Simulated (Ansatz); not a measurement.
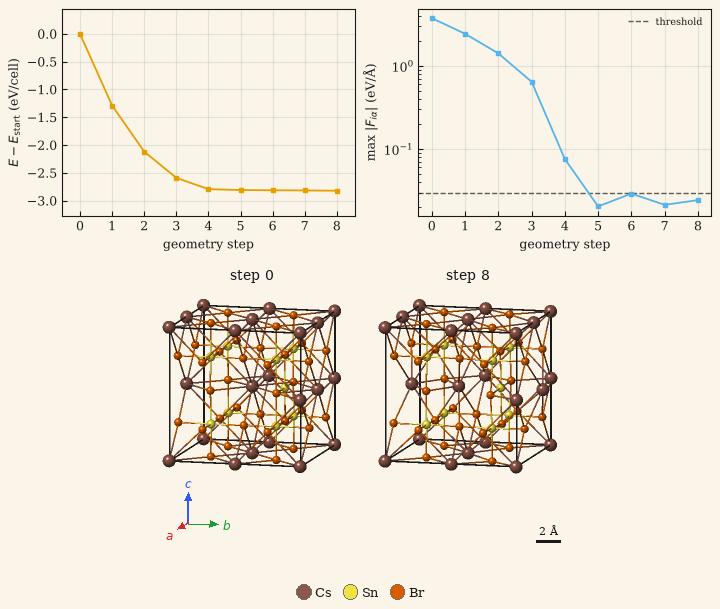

First and last geometry of a relaxation of a defect cell of composition Cs₈Sn₉Br₂₄, with the history of the run. The picture is a ball-and-stick view of the cell of the calculation (origin shifted), seen slightly off an axis.

Method: Ansatz, DFT, PBEsol, PAW, plane waves.

Input file:
```yaml
crystal:
  lattice:
    - [11.500000, 0.000000, 0.000000]
    - [0.000000, 11.500000, 0.000000]
    - [0.000000, 0.000000, 11.500000]
  atoms:
    - { symbol: Cs, position: [0.999716, 0.998134, 0.003247] }
    - { symbol: Cs, position: [0.999249, 0.997314, 0.500703] }
    - { symbol: Cs, position: [0.999715, 0.501717, 0.000256] }
    - { symbol: Cs, position: [0.002388, 0.497867, 0.498861] }
    - { symbol: Cs, position: [0.498161, 0.000364, 0.997479] }
    - { symbol: Cs, position: [0.498891, 0.000148, 0.499273], spin: 0.286 }
    - { symbol: Cs, position: [0.499536, 0.501488, 0.001964] }
    - { symbol: Cs, position: [0.498823, 0.500983, 0.501667], spin: 0.286 }
    - { symbol: Sn, position: [0.250395, 0.251905, 0.250054] }
    - { symbol: Sn, position: [0.250322, 0.248987, 0.749423] }
    - { symbol: Sn, position: [0.249616, 0.750614, 0.248587] }
    - { symbol: Sn, position: [0.246185, 0.747758, 0.751102] }
    - { symbol: Sn, position: [0.750156, 0.252640, 0.248060] }
    - { symbol: Sn, position: [0.749352, 0.248886, 0.750053] }
    - { symbol: Sn, position: [0.752022, 0.748845, 0.253293] }
    - { symbol: Sn, position: [0.750231, 0.750238, 0.751592] }
    - { symbol: Sn, position: [0.502346, 0.750624, 0.501448], spin: 0.286 }
    - { symbol: Br, position: [0.250896, 0.249950, 0.999701] }
    - { symbol: Br, position: [0.247516, 0.250524, 0.496025] }
    - { symbol: Br, position: [0.250581, 0.750893, 0.001781] }
    - { symbol: Br, position: [0.249079, 0.749416, 0.502314], spin: 0.286 }
    - { symbol: Br, position: [0.750105, 0.251302, 0.004541] }
    - { symbol: Br, position: [0.750447, 0.247033, 0.498306] }
    - { symbol: Br, position: [0.749803, 0.750178, 0.000783] }
    - { symbol: Br, position: [0.747853, 0.751115, 0.500024], spin: 0.286 }
    - { symbol: Br, position: [0.998541, 0.252072, 0.248322] }
    - { symbol: Br, position: [0.998025, 0.250539, 0.750144] }
    - { symbol: Br, position: [0.001338, 0.749096, 0.250295] }
    - { symbol: Br, position: [0.999102, 0.748694, 0.752227] }
    - { symbol: Br, position: [0.496771, 0.252388, 0.248493] }
    - { symbol: Br, position: [0.499005, 0.251017, 0.749091] }
    - { symbol: Br, position: [0.499162, 0.751243, 0.252011], spin: 0.286 }
    - { symbol: Br, position: [0.496948, 0.748674, 0.748304], spin: 0.286 }
    - { symbol: Br, position: [0.248099, 0.996377, 0.248498] }
    - { symbol: Br, position: [0.249270, 0.000309, 0.747022] }
    - { symbol: Br, position: [0.250263, 0.498305, 0.250137] }
    - { symbol: Br, position: [0.248886, 0.499012, 0.745841] }
    - { symbol: Br, position: [0.751666, 0.003116, 0.250910] }
    - { symbol: Br, position: [0.750418, 0.999055, 0.748992] }
    - { symbol: Br, position: [0.746812, 0.502070, 0.248919] }
    - { symbol: Br, position: [0.750513, 0.498394, 0.751111] }
  symmetry: { detect: false }
kpoints:
  mp_grid: { grid: [1, 1, 1], shift: [0.25, 0.25, 0.25] }
hamiltonian:
  xc: pbesol
magnetization:
  spin_polarized: true
scf:
  occupations: { method: fermi_dirac, width: 0.01 }
relax:
  f_tol: 0.03
  max_steps: 80
  escape_saddle: false
  adjacent_minimum: "off"
output:
  forces: true
  eigenvalues: true
  populations: true
```

Command:
```bash
ansatz run in.yaml --threads 8 --pin off --max-ram 118750MiB --runs-dir r --events-out ev --progress --plain --backend cuda --devices 0, --max-vram 170GiB
```

> What do the curves and the structures tell?

It converged. After 8 geometry steps the energy has fallen by 2.821 eV per cell of the calculation. Largest force component: 3.8 eV/Å at the start, 0.024 eV/Å at the end. The largest move is that of Cs8, 0.83 Å along −b. By element the largest moves are Cs 0.83 Å, Br 0.31 Å, Sn 0.17 Å. The cell stays as it was. Near-neighbour distances that change, for instance: Cs6–Br25 4.050 → 4.904 Å, Cs8–Br21 4.051 → 4.893 Å, Cs8–Br32 4.065 → 4.905 Å, Cs6–Br33 4.070 → 4.894 Å. Among the angles between lasting bonds that change: Cs6–Br30–Cs8 89.6° → 68.0°, Br25–Sn16–Br33 88.7° → 102.3°, Cs6–Br38–Sn13 90.7° → 78.1°. The program noted that the starting moments weren't kept.

```csv
step,"E − E(0), meV/atom","largest force component, eV/Å"
0,0.00,3.7574
1,-31.43,2.4383
2,-51.65,1.4170
3,-63.17,0.6456
4,-68.12,0.0757
5,-68.51,0.0204
6,-68.61,0.0291
7,-68.69,0.0213
8,-68.81,0.0243
```
